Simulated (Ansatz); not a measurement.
# Geometry relaxation, with input and output: Ti (part 1 of 2)

Ti (P6₃/mmc, 6 atoms in the cell), computed with DFT r2SCAN, scalar-relativistic, plane waves, PAW, no spin polarisation (Ansatz 0.2.0).

The structure was built on a prototype by a generator; it need not be a known phase. It belongs to a series of runs on one base structure; here: stacking ABCACB.

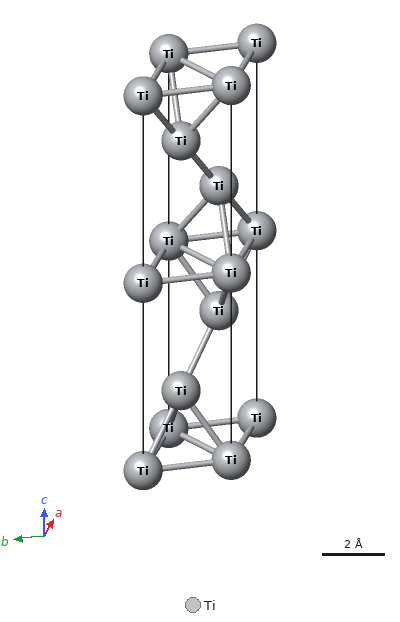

*The starting structure (ball-and-stick view of the cell of the calculation, seen at an oblique angle).*

Near neighbours in the crystal (not all of them lie inside the picture): Ti has 12 Ti at 2.87 to 2.94 Å.

Key numbers:

```json
{"quantity": "outcome", "value": "converged"}
{"quantity": "space group (tolerance 0.01 Å)", "value": "P6₃/mmc (194)"}
{"quantity": "electrons treated", "value": "72"}
{"quantity": "free energy", "value": "−15025.9055 eV"}
{"quantity": "Fermi energy", "value": "13.247 eV"}
{"quantity": "gap on the k-point mesh", "value": "none (metallic)"}
{"quantity": "pressure", "value": "−0.02 GPa"}
{"quantity": "final volume", "value": "104.44 Å³"}
{"quantity": "largest force (length of the vector) at the end", "value": "under 0.001 eV/Å"}
{"quantity": "final cell", "value": "a = 2.923 Å, b = 2.923 Å, c = 14.116 Å, α = 90.00°, β = 90.00°, γ = 120.00°"}
{"quantity": "hardware", "value": "1 thread of Intel Xeon (Granite Rapids), 64 GiB of memory available, shared host"}
{"quantity": "wall time", "value": "2.7 min"}
{"quantity": "peak memory", "value": "0.99 GiB"}
```

The input:
```yaml
crystal:
  lattice:
    - [2.9358214175, 0.0, 0.0]
    - [-1.4679107088, 2.5424959285, 0.0]
    - [0.0, 0.0, 13.9101873754]
  atoms:
    - { symbol: Ti, position: [0.0, 0.0, 0.0] }
    - { symbol: Ti, position: [0.3333333333, 0.6666666667, 0.1666666667] }
    - { symbol: Ti, position: [0.6666666667, 0.3333333333, 0.3333333333] }
    - { symbol: Ti, position: [0.0, 0.0, 0.5] }
    - { symbol: Ti, position: [0.6666666667, 0.3333333333, 0.6666666667] }
    - { symbol: Ti, position: [0.3333333333, 0.6666666667, 0.8333333333] }
basis:
  ecutwfc: 500
kpoints:
  mp_grid: { grid: [18, 18, 4] }
hamiltonian:
  xc: r2scan
scf:
  occupations: { method: gaussian, width: 0.1 }
output:
  forces: true
  stress: true
  eigenvalues: true
  populations: true
  write_density: true
  write_potential: true
  elf: true
  volumetric_format: npy
relax:
  adjacent_minimum: "off"
  f_tol: 0.01
  max_steps: 45
  cell: { stress_tol: 0.05 }
```

Run as:
```bash
ansatz run input.yaml --threads 1 --pin off --max-ram 2560MiB --backend cpu --events-out ev --progress --plain --runs-dir out
```

What the program printed:
```
Engine: ansatz 0.2.0, x86_64-unknown-linux-gnu
Pseudopotentials: kind: paw
Pseudopotential: Ti, paw, valence charge 12, recommended cutoff 500 eV (meta_gga), Ti.paw.azcp
Functional definition: r2SCAN
  parameter k0 = 0.174
  parameter k1 = 0.065
  parameter a1 = 4.9479
  exchange = r2scan_x(k0 = k0, k1 = k1, a1 = a1)
  correlation = r2scan_c
Crystal: 6 atoms, lattice volume = 103.830 Å³
Basis set: ecut = 500 eV, 2631 PW (Γ), exchange–correlation on 96×96×432 points (64 copies of the dense FFT grid, shifted against one another)
Bands: 44, of which v1, the nominal top of the filled ones, is band 36 counted from 1 (35 counted from 0)
Symmetry: 24 space group operations
Space group: P63/mmc (ITA 194), of the structure as read, at distance tolerance 4.7e-5 Å
k-points: 111 of 1296
Non-local potential: Ti, projectors of the file, l = 0: 3, l = 1: 2, l = 2: 3, l = 3: 1
PAW form: soft (Blöchl's): semilocal exchange-correlation on the pseudo side does not see the compensation charge
PAW frozen core: Ti, regenerated for the run's functional (the file was generated under x = pbe(κ = 0.804, μ = 0.2195149727645171), c = pbe(β = 0.06672455060314922))
PAW one-centre angular grid: Ti, 590 points (default); XC on 160 Gauss nodes
Initial density: superposition of atomic densities (neutral atoms: chi_scale 0, normalization atom), corrected by the library's trained network
Initial wavefunctions: pseudopotential atomic-orbital guess
Functional: x = r2scan, c = r2scan; τ floored in thin density (d = 2e-4 eV/Å³)
SCF iter   1: F=—  HF=-15025.790698 eV  |F-HF|=—  |Δ(HF+E_count)|=         —  Δρ=1.71e-2  dr2=4.12e-1  dr2_τ=4.99e-2  ethr=1.77e-3  ⟨swp⟩=6.0  Hψ=19685  notcnv=0
preconditioner: auto → Kerker (q_TF=auto, 2.567 Å⁻¹)  [metal: Δε(μ)=0.003 eV  Ē_g=2.656 eV  σ=0.100 eV  W_gap=0.02  n_scr=28 (ndim 8)  ℏωp=17.9 eV  f_vac=0.000  D(μ)=8.23/eV (n_scr^D=94)]
SCF iter   2: F=—  HF=-15025.895688 eV  |F-HF|=—  |Δ(HF+E_count)|=   1.05e-1  Δρ=7.68e-3  dr2=7.94e-2  dr2_τ=6.13e-3  ethr=5.72e-4  ⟨swp⟩=3.5  Hψ=10455  notcnv=0  defer=178
SCF iter   3: F=—  HF=-15025.894990 eV  |F-HF|=—  |Δ(HF+E_count)|=   6.98e-4  Δρ=5.60e-3  dr2=1.09e-1  dr2_τ=3.26e-3  ethr=1.10e-4  ⟨swp⟩=2.1  Hψ=6611  notcnv=0  defer=178
SCF iter   4: F=—  HF=-15025.891549 eV  |F-HF|=—  |Δ(HF+E_count)|=   3.44e-3  Δρ=1.92e-3  dr2=3.60e-3  dr2_τ=3.09e-4  ethr=1.10e-4  ⟨swp⟩=2.0  Hψ=5839  notcnv=0  defer=178
SCF iter   5: F=—  HF=-15025.893145 eV  |F-HF|=—  |Δ(HF+E_count)|=   1.60e-3  Δρ=4.54e-4  dr2=5.17e-4  dr2_τ=8.05e-6  ethr=5.01e-6  ⟨swp⟩=3.0  Hψ=8314  notcnv=0  defer=178
SCF iter   6: F=—  HF=-15025.893173 eV  |F-HF|=—  |Δ(HF+E_count)|=   2.76e-5  Δρ=7.69e-5  dr2=9.90e-6  dr2_τ=2.73e-7  ethr=7.18e-7  ⟨swp⟩=2.1  Hψ=5436  notcnv=0  defer=178
SCF iter   7: F=—  HF=-15025.893179 eV  |F-HF|=—  |Δ(HF+E_count)|=   6.19e-6  Δρ=1.68e-5  dr2=2.73e-7  dr2_τ=1.10e-8  ethr=1.38e-8  ⟨swp⟩=2.1  Hψ=6233  notcnv=0  defer=178
SCF iter   8: F=-15025.893179 eV  HF=-15025.893179 eV  |F-HF|=9.60e-9  |Δ(HF+E_count)|=   2.81e-8  Δρ=4.59e-6  dr2=2.32e-8  dr2_τ=1.20e-9  ethr=1.39e-10  ⟨swp⟩=11.5  Hψ=27754  notcnv=0
SCF 1 converged in 8 iterations: F = -15025.893179 eV  dr2 = 2.32e-8
  greatest PAW one-centre occupation: 1.000 electrons in one spin orbital (limit 2), on the Ti atom at site 3 (counted from 0), in its partial waves of l = 1
relax step   1: F+E_penalty+E_count = -15025.89317877 eV  Δ(F+E_penalty+E_count) = +0.000e0 eV  max|allowed force component| = 4.574e-2 eV/Å  Δτ_max = 0.0000 Å  P = +0.613 GPa  Ω = 103.830 Å³  (8 SCF iters, dr2 threshold 1.00e-7 eV, accepted)
Crystal: 6 atoms, lattice volume = 104.847 Å³
Basis set: ecut = 500 eV, 2691 PW (Γ), exchange–correlation on 96×96×432 points (64 copies of the dense FFT grid, shifted against one another)
Initial density: handed on by an earlier stage of this run
Initial wavefunctions: those handed on with the density
iter 1 solved again at ethr=3.01e-5 eV; its pass at ethr=3.10e-3 eV (dr2=2.16e-2 eV) is discarded
SCF iter   1: F=—  HF=-15025.856193 eV  |F-HF|=—  |Δ(HF+E_count)|=         —  Δρ=2.64e-3  dr2=2.17e-2  dr2_τ=4.70e-2  ethr=3.01e-5  ⟨swp⟩=1.5  Hψ=25533  notcnv=0
preconditioner: auto → Kerker (q_TF=auto, 2.563 Å⁻¹)  [metal: Δε(μ)=0.006 eV  Ē_g=2.554 eV  σ=0.100 eV  W_gap=0.04  n_scr=28 (ndim 8)  ℏωp=17.8 eV  f_vac=0.000  D(μ)=8.52/eV (n_scr^D=94)]
SCF iter   2: F=—  HF=-15025.903320 eV  |F-HF|=—  |Δ(HF+E_count)|=   4.71e-2  Δρ=1.76e-3  dr2=5.14e-3  dr2_τ=4.51e-4  ethr=3.01e-5  ⟨swp⟩=2.2  Hψ=8110  notcnv=0
SCF iter   3: F=—  HF=-15025.903185 eV  |F-HF|=—  |Δ(HF+E_count)|=   1.36e-4  Δρ=8.55e-4  dr2=3.50e-3  dr2_τ=7.85e-5  ethr=7.14e-6  ⟨swp⟩=2.0  Hψ=5836  notcnv=0
SCF iter   4: F=—  HF=-15025.903108 eV  |F-HF|=—  |Δ(HF+E_count)|=   7.62e-5  Δρ=4.45e-4  dr2=9.05e-4  dr2_τ=4.84e-6  ethr=4.86e-6  ⟨swp⟩=1.0  Hψ=4884  notcnv=0
SCF iter   5: F=—  HF=-15025.903088 eV  |F-HF|=—  |Δ(HF+E_count)|=   2.02e-5  Δρ=1.40e-4  dr2=8.80e-5  dr2_τ=3.73e-7  ethr=1.26e-6  ⟨swp⟩=1.0  Hψ=4888  notcnv=0
SCF iter   6: F=—  HF=-15025.903079 eV  |F-HF|=—  |Δ(HF+E_count)|=   9.56e-6  Δρ=4.50e-5  dr2=3.32e-6  dr2_τ=3.94e-8  ethr=1.22e-7  ⟨swp⟩=1.4  Hψ=5146  notcnv=0
SCF iter   7: F=-15025.903078 eV  HF=-15025.903079 eV  |F-HF|=6.91e-8  |Δ(HF+E_count)|=   1.13e-7  Δρ=1.59e-5  dr2=3.19e-7  dr2_τ=6.43e-9  ethr=8.33e-10  ⟨swp⟩=10.7  Hψ=31455  notcnv=0
SCF 2 converged in 7 iterations: F = -15025.903078 eV  dr2 = 3.19e-7
relax step   2: F+E_penalty+E_count = -15025.90307849 eV  Δ(F+E_penalty+E_count) = -9.900e-3 eV  max|allowed force component| = 1.456e-2 eV/Å  Δτ_max = 0.0087 Å  P = -0.443 GPa  Ω = 104.847 Å³  energy of the carried Pulay correction = -5.697e-4 eV  (7 SCF iters, dr2 threshold 6.00e-7 eV, accepted)
Crystal: 6 atoms, lattice volume = 104.383 Å³
iter 1 solved again at ethr=1.34e-6 eV; its pass at ethr=3.10e-3 eV (dr2=9.67e-4 eV) is discarded
SCF iter   1: F=—  HF=-15025.901508 eV  |F-HF|=—  |Δ(HF+E_count)|=         —  Δρ=6.29e-4  dr2=1.04e-3  dr2_τ=2.23e-3  ethr=1.34e-6  ⟨swp⟩=2.3  Hψ=23271  notcnv=0
preconditioner: auto → Kerker (q_TF=auto, 2.565 Å⁻¹)  [metal: Δε(μ)=0.008 eV  Ē_g=2.565 eV  σ=0.100 eV  W_gap=0.05  n_scr=28 (ndim 8)  ℏωp=17.8 eV  f_vac=0.000  D(μ)=8.56/eV (n_scr^D=94)]
SCF iter   2: F=—  HF=-15025.905157 eV  |F-HF|=—  |Δ(HF+E_count)|=   3.65e-3  Δρ=4.56e-4  dr2=4.55e-4  dr2_τ=3.28e-5  ethr=1.34e-6  ⟨swp⟩=2.0  Hψ=8189  notcnv=0
SCF iter   3: F=—  HF=-15025.905144 eV  |F-HF|=—  |Δ(HF+E_count)|=   1.37e-5  Δρ=1.46e-4  dr2=6.67e-5  dr2_τ=2.65e-6  ethr=6.33e-7  ⟨swp⟩=2.0  Hψ=5555  notcnv=0
SCF iter   4: F=—  HF=-15025.905147 eV  |F-HF|=—  |Δ(HF+E_count)|=   2.98e-6  Δρ=7.62e-5  dr2=9.73e-6  dr2_τ=2.82e-7  ethr=9.27e-8  ⟨swp⟩=1.0  Hψ=4888  notcnv=0
SCF iter   5: F=-15025.905149 eV  HF=-15025.905149 eV  |F-HF|=2.80e-7  |Δ(HF+E_count)|=   2.64e-6  Δρ=1.40e-5  dr2=4.78e-7  dr2_τ=6.80e-9  ethr=8.33e-10  ⟨swp⟩=7.6  Hψ=30393  notcnv=0
SCF 3 converged in 5 iterations: F = -15025.905149 eV  dr2 = 4.78e-7
relax step   3: F+E_penalty+E_count = -15025.90514905 eV  Δ(F+E_penalty+E_count) = -2.071e-3 eV  max|allowed force component| = 5.280e-3 eV/Å  Δτ_max = 0.0004 Å  P = +0.046 GPa  Ω = 104.383 Å³  energy of the carried Pulay correction = -3.110e-4 eV  (5 SCF iters, dr2 threshold 6.00e-7 eV, accepted)
Crystal: 6 atoms, lattice volume = 104.443 Å³
Basis set: ecut = 500 eV, 2715 PW (Γ), exchange–correlation on 96×96×432 points (64 copies of the dense FFT grid, shifted against one another)
iter 1 solved again at ethr=3.36e-7 eV; its pass at ethr=3.10e-3 eV (dr2=2.42e-4 eV) is discarded
SCF iter   1: F=—  HF=-15025.905049 eV  |F-HF|=—  |Δ(HF+E_count)|=         —  Δρ=2.11e-4  dr2=2.42e-4  dr2_τ=1.10e-4  ethr=3.36e-7  ⟨swp⟩=1.5  Hψ=18977  notcnv=0
preconditioner: auto → Kerker (q_TF=auto, 2.564 Å⁻¹)  [metal: Δε(μ)=0.005 eV  Ē_g=2.563 eV  σ=0.100 eV  W_gap=0.03  n_scr=28 (ndim 8)  ℏωp=17.8 eV  f_vac=0.000  D(μ)=8.56/eV (n_scr^D=94)]
SCF iter   2: F=—  HF=-15025.905153 eV  |F-HF|=—  |Δ(HF+E_count)|=   1.03e-4  Δρ=2.11e-4  dr2=9.13e-5  dr2_τ=5.85e-6  ethr=3.36e-7  ⟨swp⟩=2.0  Hψ=5660  notcnv=0
SCF iter   3: F=—  HF=-15025.905149 eV  |F-HF|=—  |Δ(HF+E_count)|=   3.79e-6  Δρ=5.13e-5  dr2=1.86e-5  dr2_τ=2.10e-7  ethr=1.27e-7  ⟨swp⟩=2.0  Hψ=5559  notcnv=0
SCF iter   4: F=—  HF=-15025.905133 eV  |F-HF|=—  |Δ(HF+E_count)|=   1.55e-5  Δρ=2.11e-5  dr2=2.45e-6  dr2_τ=1.82e-8  ethr=2.58e-8  ⟨swp⟩=1.1  Hψ=4892  notcnv=0
SCF iter   5: F=—  HF=-15025.905133 eV  |F-HF|=—  |Δ(HF+E_count)|=   7.02e-8  Δρ=5.55e-6  dr2=8.06e-8  dr2_τ=1.15e-9  ethr=3.40e-9  ⟨swp⟩=2.0  Hψ=5701  notcnv=0
SCF iter   6: F=-15025.905133 eV  HF=-15025.905133 eV  |F-HF|=5.53e-10  |Δ(HF+E_count)|=   1.05e-8  Δρ=1.55e-6  dr2=2.35e-9  dr2_τ=1.66e-10  ethr=1.74e-11  ⟨swp⟩=7.5  Hψ=24454  notcnv=0
SCF 4 converged in 6 iterations: F = -15025.905133 eV  dr2 = 2.35e-9
relax step   4: F+E_penalty+E_count = -15025.90513339 eV  Δ(F+E_penalty+E_count) = +1.566e-5 eV  max|allowed force component| = 3.229e-4 eV/Å  Δτ_max = 0.0006 Å  P = -0.021 GPa  Ω = 104.443 Å³  energy of the carried Pulay correction = -3.448e-4 eV  (6 SCF iters, dr2 threshold 1.26e-8 eV, accepted)
Initial wavefunctions: pseudopotential atomic-orbital guess (no wavefunctions were taken with the density)
iter 1 solved again at ethr=7.68e-7 eV; its pass at ethr=3.10e-3 eV (dr2=5.53e-4 eV) is discarded
SCF iter   1: F=—  HF=-15025.905469 eV  |F-HF|=—  |Δ(HF+E_count)|=         —  Δρ=7.73e-5  dr2=3.03e-7  dr2_τ=2.00e-6  ethr=7.68e-7  ⟨swp⟩=3.2  Hψ=29948  notcnv=0
eigensolver tolerance schedule: the retry pair's looser diagonalisation over-reported the residual by 1822.40 of it (diagonalisation noise at 0.82 of the residual, at the tolerance the schedule requests for it); recorded, not acted on — ethr = c·dr2/N_el stays at c = 1.0e-1
preconditioner: auto → Kerker (q_TF=auto, 2.564 Å⁻¹)  [metal: Δε(μ)=0.004 eV  Ē_g=2.563 eV  σ=0.100 eV  W_gap=0.02  n_scr=28 (ndim 8)  ℏωp=17.8 eV  f_vac=0.000  D(μ)=8.57/eV (n_scr^D=94)]
SCF iter   2: F=—  HF=-15025.905480 eV  |F-HF|=—  |Δ(HF+E_count)|=   1.03e-5  Δρ=3.92e-5  dr2=8.06e-8  dr2_τ=4.55e-7  ethr=4.21e-10  ⟨swp⟩=2.9  Hψ=9861  notcnv=0
SCF iter   3: F=—  HF=-15025.905483 eV  |F-HF|=—  |Δ(HF+E_count)|=   3.60e-6  Δρ=4.43e-6  dr2=9.90e-9  dr2_τ=4.20e-9  ethr=1.12e-10  ⟨swp⟩=2.1  Hψ=8288  notcnv=0
SCF iter   4: F=—  HF=-15025.905483 eV  |F-HF|=—  |Δ(HF+E_count)|=   2.51e-8  Δρ=2.79e-6  dr2=1.97e-8  dr2_τ=7.82e-10  ethr=1.38e-11  ⟨swp⟩=2.1  Hψ=8045  notcnv=0
SCF iter   5: F=—  HF=-15025.905483 eV  |F-HF|=—  |Δ(HF+E_count)|=  6.89e-10  Δρ=1.26e-6  dr2=1.97e-9  dr2_τ=1.62e-10  ethr=1.38e-11  ⟨swp⟩=2.0  Hψ=5854  notcnv=0
SCF iter   6: F=—  HF=-15025.905483 eV  |F-HF|=—  |Δ(HF+E_count)|=  5.71e-10  Δρ=3.23e-7  dr2=6.88e-11  dr2_τ=8.91e-12  ethr=2.74e-12  ⟨swp⟩=2.1  Hψ=6082  notcnv=0
SCF iter   7: F=-15025.905483 eV  HF=-15025.905483 eV  |F-HF|=3.64e-12  |Δ(HF+E_count)|=  4.37e-11  Δρ=7.51e-8  dr2=4.26e-12  dr2_τ=1.90e-13  ethr=1.00e-12  ⟨swp⟩=5.4  Hψ=19069  notcnv=0
SCF 5 converged in 7 iterations: F = -15025.905483 eV  dr2 = 4.26e-12
relax step   5: F+E_penalty+E_count = -15025.90548331 eV  Δ(F+E_penalty+E_count) = -3.499e-4 eV  max|allowed force component| = 2.784e-4 eV/Å  Δτ_max = 0.0000 Å  P = -0.019 GPa  Ω = 104.443 Å³  stress off target by 2.84e-2 GPa  SCF on the basis re-selected at this cell (its energy is not comparable with the rows above)  (7 SCF iters)
```

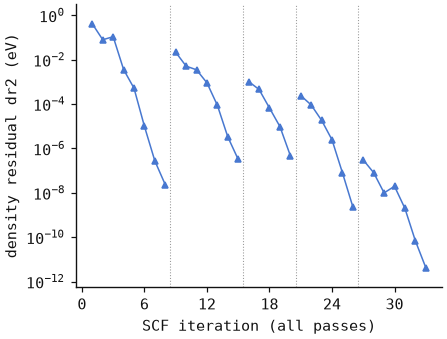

*Convergence of the self-consistent field: density residual dr2 against the SCF iteration. The dotted lines part the SCF passes of the relaxation: geometry steps, rejected trials and re-solves on a re-selected basis.*

The 5 passes take 5 to 8 iterations each, 33 in all.

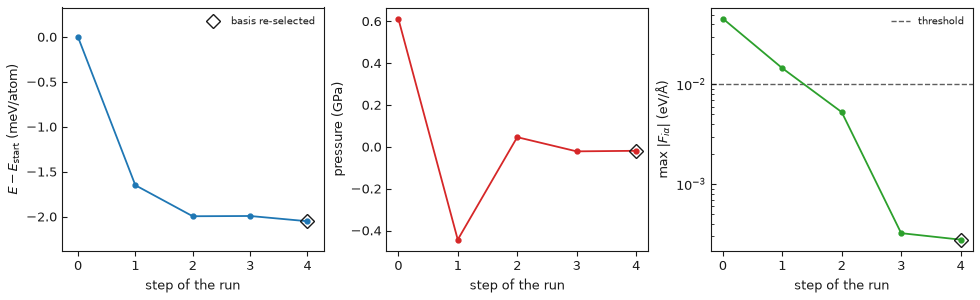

*Progress of the relaxation, step by step (the first geometry is step 0 here and step 1 in the log).*
